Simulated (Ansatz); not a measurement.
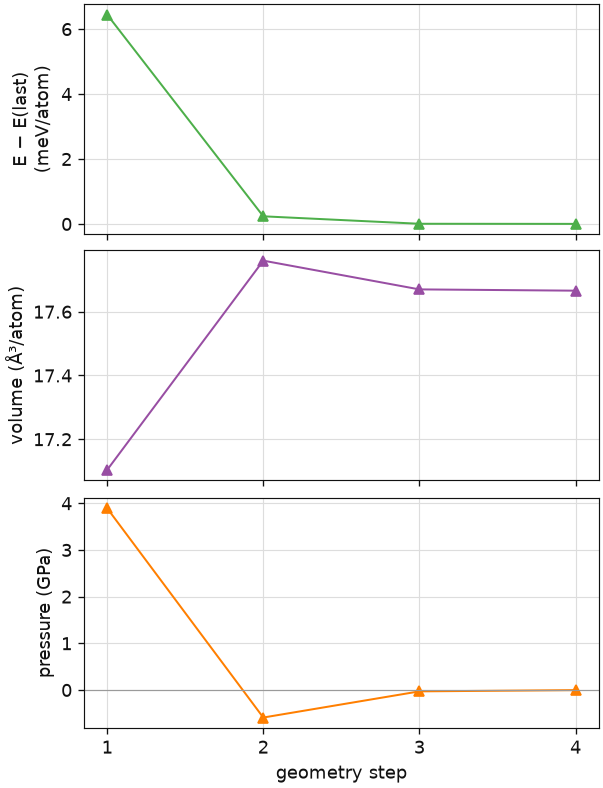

History of a geometry optimisation. Atoms and cell relax. A closing SCF on a freshly chosen basis isn't drawn.

```
crystal:
  lattice:
    - [3.928, 0.0, 0.0]
    - [-1.964, 3.4017477861, 0.0]
    - [0.0, 0.0, 5.12]
  atoms:
    - { symbol: Ni, position: [0.0, 0.0, 0.0], spin: 1.5 }
    - { symbol: Ni, position: [0.0, 0.0, 0.5], spin: 1.5 }
    - { symbol: Sb, position: [0.3333333333, 0.6666666667, 0.25] }
    - { symbol: Sb, position: [0.6666666667, 0.3333333333, 0.75] }
magnetization:
  spin_polarized: true
kpoints:
  mp_grid: { grid: [10, 10, 7] }
scf:
  occupations: { method: fermi_dirac, width: 0.05 }
hamiltonian:
  xc: pbe
  pseudopotentials: { kind: paw }
output:
  forces: true
  stress: true
  efg: { contact_densities: true }
relax:
  f_tol: 0.005
  max_steps: 80
  cell: {}
basis:
  xc_grid: 4
```

Command:
```bash
ansatz run input.yaml --threads 1 --pin off --max-ram 6144MiB --backend cpu --events-out ev --progress --plain --runs-dir out
```

**How did the optimisation end?**

The optimisation met its thresholds at geometry 4, counting the start as the first. The energy fell by about 6.4 meV/atom from the first step to the last. All forces vanish by symmetry, so only the cell moves.

**Was the starting cell too large or too small?**

The volume grows from 17.10 to 17.67 Å³ per atom (+3.3 %), overshooting to 17.76 at step 2, as the pressure goes from 3.9 GPa to about 0 GPa. The start was compressed.
